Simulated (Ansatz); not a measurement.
Consider BN.

```
B N
1.0
     3.62465    0.00000    0.00000
     0.00000    0.00000   -3.62465
     0.00000    3.62465    0.00000
B N
4 4
Direct
  0.50000 0.50000 0.00000
  0.00000 0.50000 0.50000
  0.00000 0.00000 0.00000
  0.50000 0.00000 0.50000
  0.25000 0.75000 0.25000
  0.75000 0.75000 0.75000
  0.75000 0.25000 0.25000
  0.25000 0.25000 0.75000
```

Space group F-43m; a structure generated by program, which may or may not match a known phase.

Theory: DFT PBE, scalar-relativistic, plane waves, PAW (Ansatz).

Q: What will maps of the valence pseudo-density and electron localisation function show?

A: B–N (1.57 Å): the density is about 1.4 e/Å³ at the midpoint; the ELF peaks at about 0.95 between the atoms; a polar covalent bond.
Bader's partition of the density gives B +2.16 and N −2.16 e.

Q: Does the calculation give a band gap?

A: It is gapped, with a Kohn–Sham gap of 4.5 eV on the k-point mesh, an upper bound to the gap of this method.

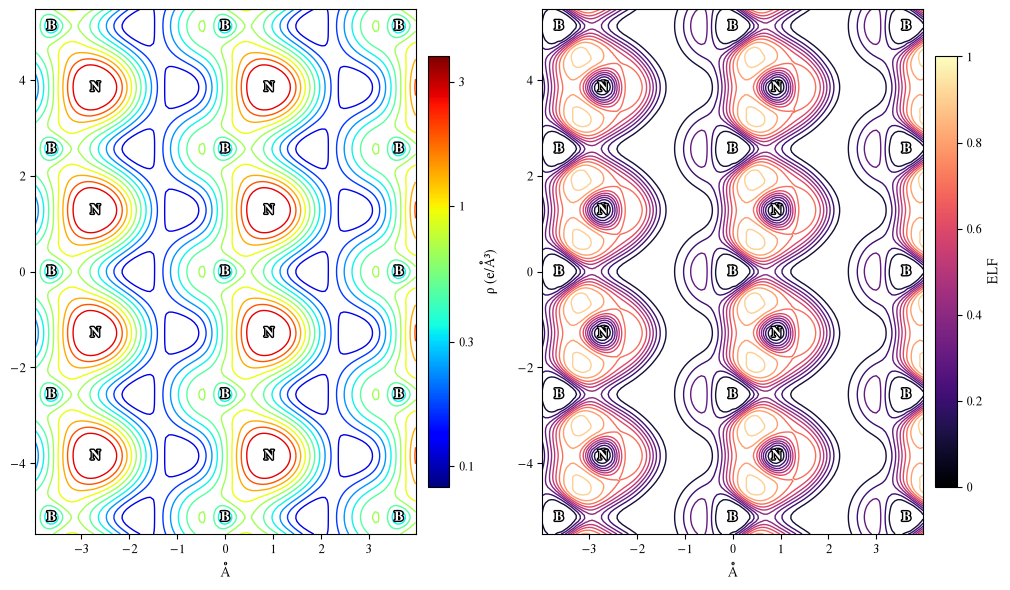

Computed valence pseudo-density and electron localisation function on the (011) plane of the conventional cell, in this order. 
